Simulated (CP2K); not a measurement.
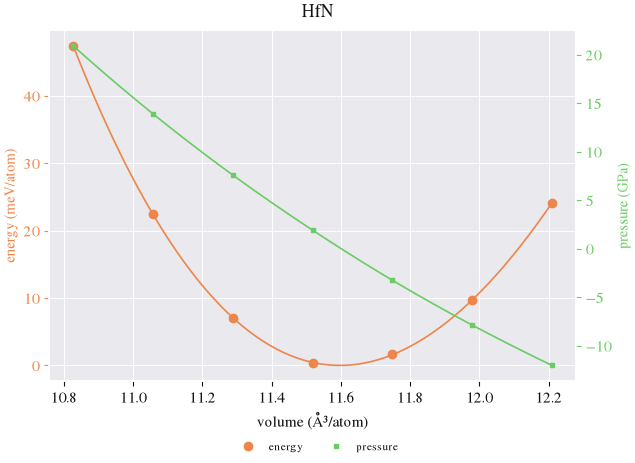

The plot gives the computed energy and pressure against volume for HfN, space group P6_3/mmc (No. 194).

Structure:
```
CELL_PARAMETERS angstrom
3.13391 0.00000 0.00000
-1.56695 2.71404 0.00000
0.00000 0.00000 5.41677
ATOMIC_POSITIONS crystal
Hf 0.33333 0.66667 0.25000
Hf 0.66667 0.33333 0.75000
N 0.00000 0.00000 0.50000
N 0.00000 0.00000 0.00000
```

Computed with CP2K 2026.2: DFT in Gaussian orbitals with a plane-wave density, no spin polarisation; energies at scaled volumes of the given cell, shape and fractions fixed, counted from the fit's minimum, third-order Birch-Murnaghan fit. Level: PBE.

k mesh 10×10×5; occupations Fermi–Dirac; smearing width 0.05 eV; potentials GTH PBE with UZH TZVP basis; density cutoff 6123 eV; program settings ngrids 5, basis sets Hf TZVP-MOLOPT-PBE-GTH-q12, basis sets N TZVP-MOLOPT-PBE-GTH-q5, cutoff ry 450 Ry, rel cutoff ry 60 Ry.

> How stiff is the solid, and where is its volume at rest?

A third-order Birch–Murnaghan fit gives V0 = 11.60 Å³/atom, B0 = 262 GPa and B′ = 4.5.

> Read off the course of the pressure.

It falls from 20.90 GPa at volume 10.83 Å³/atom to −12.03 GPa at 12.21 Å³/atom, and changes sign near 11.60 Å³/atom.

Note: shape and atomic fractions are frozen while scaling, which makes layered, chain and framework solids too stiff.
